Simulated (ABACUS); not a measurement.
Run report: MnS, band-structure run (part 2 of 2)

MnS (2 atoms in the cell); Kohn-Sham DFT of a periodic cell, PBEsol, PseudoDojo NC SR 0.5 PBE standard, spin-polarised (ABACUS 3.10.1); cutoff 1319.75 eV, fermi-dirac of 0.05 eV, collinear spins. The structure derives from a Materials Project entry. It belongs to a series of runs on one base structure; here: bands on the converged density.

Geometry of the input (Å; fractional positions):
```
0.0000  2.4735  2.4735
2.4735  0.0000  2.4735
2.4735  2.4735  0.0000
Mn 0.0000  0.0000  0.0000
S  0.7500  0.7500  0.7500
```

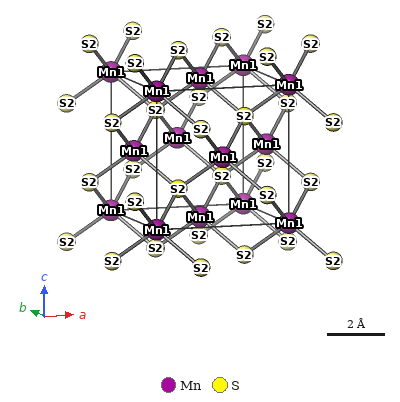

Figure 1. The structure (ball-and-stick view of the cell 4 times as large as that of the calculation, set on its symmetry axes, seen slightly off an axis; neighbours outside the cell are drawn fainter; atoms are numbered from 1 in the order of the input).

## What the program printed, continued
```
 PW ALGORITHM --------------- ION=   1  ELEC=   1--------------------------------
 k(1/204) Iter steps (avg)=9 threshold=1e-07
 k(2/204) Iter steps (avg)=9 threshold=1e-07
 k(3/204) Iter steps (avg)=9 threshold=1e-07
 k(4/204) Iter steps (avg)=11 threshold=1e-07
 k(5/204) Iter steps (avg)=12 threshold=1e-07
 k(6/204) Iter steps (avg)=15 threshold=1e-07
 k(7/204) Iter steps (avg)=17 threshold=1e-07
 k(8/204) Iter steps (avg)=16 threshold=1e-07
 k(9/204) Iter steps (avg)=19 threshold=1e-07
 k(10/204) Iter steps (avg)=14 threshold=1e-07
 k(11/204) Iter steps (avg)=14 threshold=1e-07
 k(12/204) Iter steps (avg)=15 threshold=1e-07
 k(13/204) Iter steps (avg)=16 threshold=1e-07
 k(14/204) Iter steps (avg)=18 threshold=1e-07
 k(15/204) Iter steps (avg)=18 threshold=1e-07
 k(16/204) Iter steps (avg)=20 threshold=1e-07
 k(17/204) Iter steps (avg)=24 threshold=1e-07
 k(18/204) Iter steps (avg)=19 threshold=1e-07
 k(19/204) Iter steps (avg)=21 threshold=1e-07
 k(20/204) Iter steps (avg)=17 threshold=1e-07
 k(21/204) Iter steps (avg)=17 threshold=1e-07
 k(22/204) Iter steps (avg)=16 threshold=1e-07
 k(23/204) Iter steps (avg)=17 threshold=1e-07
 k(24/204) Iter steps (avg)=19 threshold=1e-07
 k(25/204) Iter steps (avg)=18 threshold=1e-07
 k(26/204) Iter steps (avg)=17 threshold=1e-07
 k(27/204) Iter steps (avg)=10 threshold=1e-07
 k(28/204) Iter steps (avg)=10 threshold=1e-07
 k(29/204) Iter steps (avg)=11 threshold=1e-07
 k(30/204) Iter steps (avg)=11 threshold=1e-07
 k(31/204) Iter steps (avg)=12 threshold=1e-07
 k(32/204) Iter steps (avg)=17 threshold=1e-07
 k(33/204) Iter steps (avg)=15 threshold=1e-07
 k(34/204) Iter steps (avg)=19 threshold=1e-07
 k(35/204) Iter steps (avg)=17 threshold=1e-07
 k(36/204) Iter steps (avg)=14 threshold=1e-07
 k(37/204) Iter steps (avg)=13 threshold=1e-07
 k(38/204) Iter steps (avg)=14 threshold=1e-07
 k(39/204) Iter steps (avg)=15 threshold=1e-07
 k(40/204) Iter steps (avg)=16 threshold=1e-07
 k(41/204) Iter steps (avg)=19 threshold=1e-07
 k(42/204) Iter steps (avg)=21 threshold=1e-07
 k(43/204) Iter steps (avg)=22 threshold=1e-07
 k(44/204) Iter steps (avg)=17 threshold=1e-07
 k(45/204) Iter steps (avg)=18 threshold=1e-07
 k(46/204) Iter steps (avg)=17 threshold=1e-07
 k(47/204) Iter steps (avg)=19 threshold=1e-07
 k(48/204) Iter steps (avg)=16 threshold=1e-07
 k(49/204) Iter steps (avg)=19 threshold=1e-07
 k(50/204) Iter steps (avg)=18 threshold=1e-07
 k(51/204) Iter steps (avg)=19 threshold=1e-07
 k(52/204) Iter steps (avg)=17 threshold=1e-07
[... levels at 52 k points of this process ...]

          total magnetism (Bohr mag/cell) = 0.298950
       absolute magnetism (Bohr mag/cell) = 0.321778
                        nelec for spin up = 10.6495
                      nelec for spin down = 10.3505

 Density error is 0.00000000000
                          Error Threshold = 1.00000000000e-07
----------------------------------------------------------
     Energy           Rydberg                 eV
----------------------------------------------------------
 E_KohnSham     -239.4886441685      -3258.4101669862
 E_KS(sigma->0) -239.4878707881      -3258.3996446062
 E_Harris       -239.4886441685      -3258.4101669862
 E_band         -19.2294854467       -261.6305716837
 E_one_elec     -126.1673900452      -1716.5954064034
 E_Hartree      72.6236613021        988.0956033305
 E_xc           -42.4956631759       -578.1831594811
 E_Ewald        -143.4477054887      -1951.7061596722
 E_entropy(-TS) -0.0015467608        -0.0210447600
 E_descf        0.0000000000         0.0000000000
 E_exx          0.0000000000         0.0000000000
 E_Fermi        0.8478705541         11.5358707022
----------------------------------------------------------

 charge density convergence is achieved
 final etot is -3258.4101670 eV
 EFERMI = 11.535870702 eV

 STATE ENERGY(eV) AND OCCUPATIONS    NSPIN == 2
SPIN UP :
 1/26 kpoint (Cartesian) = 0.0000 0.0000 0.0000 (3287 pws)
       1       -67.3342     0.00980392
       2       -36.1529     0.00980392
       3       -36.1529     0.00980392
       4       -36.1529     0.00980392
       5       -3.65530     0.00980392
       6        6.89331     0.00980392
       7        6.89331     0.00980392
       8        6.89331     0.00980392
       9        10.7468     0.00980392
      10        10.7468     0.00980392
      11        15.2996    1.99548e-35
      12        15.2996    1.99548e-35
      13        15.2996    1.99548e-35
      14        15.3017    1.91473e-35
      15        19.3897    5.94467e-71
      16        19.3897    5.94467e-71
      17        19.3897    5.94466e-71
      18        24.8325        0.00000
      19        24.8325        0.00000
      20        27.1553        0.00000
      21        27.7402        0.00000
      22        27.7402        0.00000
      23        27.7402        0.00000

 2/26 kpoint (Cartesian) = 0.0000 0.020215 0.0000 (3303 pws)
       1       -67.3342     0.00980392
       2       -36.1535     0.00980392
       3       -36.1531     0.00980392
       4       -36.1531     0.00980392
       5       -3.61962     0.00980392
       6        6.82767     0.00980392
       7        6.90368     0.00980392
       8        6.90368     0.00980392
       9        10.7098     0.00980392
      10        10.7620     0.00980392
      11        14.9992    8.11069e-33
      12        15.1763    2.34952e-34
      13        15.1763    2.34952e-34
      14        15.7056    5.94027e-39
      15        19.2752    5.86752e-70
      16        19.5233    4.10646e-72
      17        19.5233    4.10646e-72
      18        24.3992        0.00000
      19        24.8259        0.00000
      20        27.0205        0.00000
      21        27.8711        0.00000
      22        27.8711        0.00000
      23        28.5179        0.00000

 3/26 kpoint (Cartesian) = 0.0000 0.040429 0.0000 (3315 pws)
       1       -67.3340     0.00980392
       2       -36.1554     0.00980392
       3       -36.1538     0.00980392
       4       -36.1538     0.00980392
       5       -3.51460     0.00980392
       6        6.64475     0.00980392
       7        6.93499     0.00980392
       8        6.93499     0.00980392
       9        10.6042     0.00980392
      10        10.8063     0.00980392
      11        14.7774    6.85178e-31
      12        14.8466    1.71573e-31
      13        14.8466    1.71573e-31
      14        16.1789    4.60141e-43
      15        19.0011    1.40887e-67
      16        19.8907    2.64219e-75
      17        19.8907    2.64219e-75
      18        23.4968        0.00000
      19        24.8067        0.00000
      20        27.3259        0.00000
      21        28.2552        0.00000
      22        28.2552        0.00000
      23        29.7046        0.00000

 4/26 kpoint (Cartesian) = 0.0000 0.060644 0.0000 (3291 pws)
       1       -67.3338     0.00980392
       2       -36.1583     0.00980392
       3       -36.1549     0.00980392
       4       -36.1549     0.00980392
       5       -3.34649     0.00980392
       6        6.37922     0.00980392
       7        6.98765     0.00980392
       8        6.98765     0.00980392
       9        10.4463     0.00980392
      10        10.8761     0.00980390
      11        14.3903    1.57876e-27
      12        14.3903    1.57876e-27
      13        14.5689    4.43800e-29
      14        16.5896    1.24417e-46
      15        18.7613    1.70579e-65
      16        20.4304    5.42877e-80
      17        20.4304    5.42877e-80
      18        22.6404        0.00000
      19        24.7759        0.00000
      20        27.9014        0.00000
      21        28.8670        0.00000
      22        28.8670        0.00000
      23        30.9240        0.00000

 5/26 kpoint (Cartesian) = 0.0000 0.080858 0.0000 (3315 pws)
       1       -67.3334     0.00980392
       2       -36.1619     0.00980392
       3       -36.1562     0.00980392
       4       -36.1562     0.00980392
       5       -3.12608     0.00980392
       6        6.07196     0.00980392
       7        7.06154     0.00980392
       8        7.06154     0.00980392
       9        10.2598     0.00980392
      10        10.9657     0.00980381
      11        13.8762    4.60880e-23
      12        13.8762    4.60880e-23
      13        14.2760    1.55222e-26
      14        16.7498    5.05163e-48
      15        18.7713    1.39668e-65
      16        21.0976    8.69124e-86
      17        21.0976    8.69124e-86
      18        22.0964        0.00000
      19        24.7357        0.00000
      20        28.5530        0.00000
      21        29.6616        0.00000
      22        29.6616        0.00000
      23        32.1840        0.00000

 6/26 kpoint (Cartesian) = 0.0000 0.10107 0.0000 (3327 pws)
       1       -67.3331     0.00980392
       2       -36.1659     0.00980392
       3       -36.1578     0.00980392
       4       -36.1578     0.00980392
       5       -2.86924     0.00980392
       6        5.75939     0.00980392
       7        7.15485     0.00980392
       8        7.15485     0.00980392
       9        10.0729     0.00980392
      10        11.0671     0.00980309
      11        13.3538    1.58953e-18
      12        13.3538    1.58953e-18
      13        13.8160    1.53577e-22
      14        16.7263    8.09667e-48
      15        18.8996    1.07264e-66
      16        21.8690        0.00000
      17        21.8690        0.00000
      18        22.0632        0.00000
      19        24.6889        0.00000
      20        29.2026        0.00000
      21        30.5414        0.00000
      22        30.5414        0.00000
      23        33.5106        0.00000

[... levels at 46 further k points ...]

 --------------------------------------------
 !FINAL_ETOT_IS -3258.410166986177 eV
 --------------------------------------------

 Output bands in file: OUT.MnS/BANDS_1.dat

 Output bands in file: OUT.MnS/BANDS_2.dat
```

## Standard output
```
ABACUS v3.10.1

               Atomic-orbital Based Ab-initio Computation at UStc

 dft_functional readin is: pbesol
 dft_functional in pseudopot file is: PBE
 Please make sure this is what you need
 dft_functional readin is: pbesol
 dft_functional in pseudopot file is: PBE
 Please make sure this is what you need

%%%%%%%%%%%%%%%%%%%%%%%%%%%%%%%%%%%%%%%%%%%%%%%%%%%%%%%%%%%%%%%%%%%%%%%%%%%%%%%%%%%%%%%%%%%%%%%%%%%%%%%%%
 Warning: the number of valence electrons in pseudopotential > 7 for Mn: [Ar] 3d5 4s2
 Pseudopotentials with additional electrons can yield (more) accurate outcomes, but may be less efficient.
 If you're confident that your chosen pseudopotential is appropriate, you can safely ignore this warning.
%%%%%%%%%%%%%%%%%%%%%%%%%%%%%%%%%%%%%%%%%%%%%%%%%%%%%%%%%%%%%%%%%%%%%%%%%%%%%%%%%%%%%%%%%%%%%%%%%%%%%%%%%

 UNIFORM GRID DIM        : 45 * 45 * 45
 UNIFORM GRID DIM(BIG)   : 45 * 45 * 45
 ---------------------------------------------------------
 ---------------------------------------------------------
 SPIN    KPOINTS         PROCESSORS  THREADS
 2       204             4           4
 ---------------------------------------------------------
 Use plane wave basis
 ---------------------------------------------------------
 ELEMENT NATOM       XC
 Mn      1
 S       1
 ---------------------------------------------------------
 Initial plane wave basis and FFT box
 ---------------------------------------------------------
 -------------------------------------------
 NONSELF-CONSISTENT :
 -------------------------------------------
 START CHARGE      : file
 ITER      TMAG       AMAG        ETOT/eV          EDIFF/eV         DRHO     TIME/s
 DA1      2.99e-01   3.22e-01  -3.25841017e+03   0.00000000e+00   0.0000e+00  17.33
```

## Summary

```json
{"quantity": "outcome", "value": "converged"}
{"quantity": "space group (tolerance 0.01 Å)", "value": "F-43m (216)"}
{"quantity": "electrons treated", "value": "21"}
{"quantity": "Fermi energy of the self-consistent step", "value": "11.675 eV"}
{"quantity": "net moment of the cell", "value": "0.30 μB"}
{"quantity": "integrated absolute moment", "value": "0.32 μB"}
{"quantity": "wall time", "value": "18 s (CPU time 71 s)"}
{"quantity": "peak memory", "value": "0.6 GiB"}
```
